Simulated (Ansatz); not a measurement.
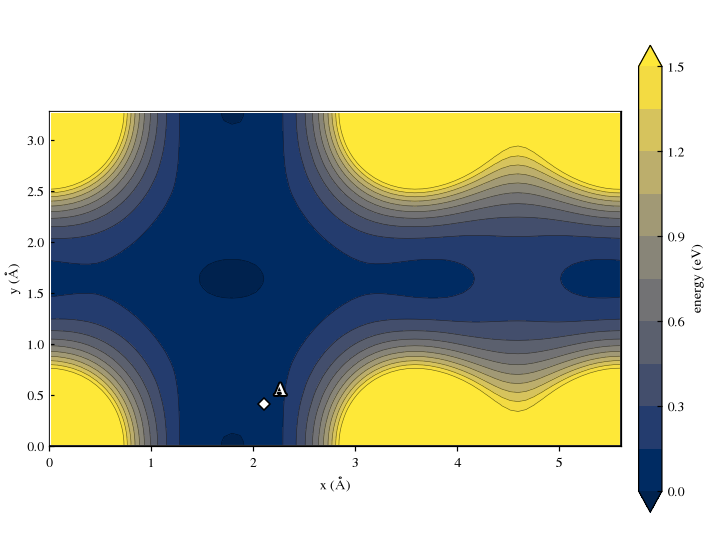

ZnO (P4_2/mnm phase) with one H guest (9 atoms in the cell). 
- A guest moved over a lattice plane through the rigid host; the plane is (1 0 0) of the conventional cell, half-way across the widest gap between atomic layers, origin above Zn2.
- Places are given modulo a cell vector. The map is drawn in real space over the plane of the scan.
- Nothing is relaxed (host rigid, guest held in the plane).
- Grid: 8 × 8 points; 40 points were computed and 24 follow by symmetry.
- All energies are given in eV per cell relative to the lowest grid point.
- These are results of Ansatz, DFT PBE, scalar-relativistic, plane waves, PAW, not measurements. Settings: cutoff 420 eV, k-mesh 4×4×8, gaussian smearing 0.05 eV, no spin polarisation.

The picture shows filled contours, the outline of one cell of the plane, one colour for all values above the top of the scale, the point A. Between grid points the surface is interpolated.

Is A at rest? If not, where is it pushed?

Answer. A, at (3/8, 1/8) of the cell vectors, is not a stationary point. The computed force is 0.27 eV/Å in the plane, pointing left in the picture (components −0.25 and −0.10 eV/Å).

PAW datasets: the set soft_1.
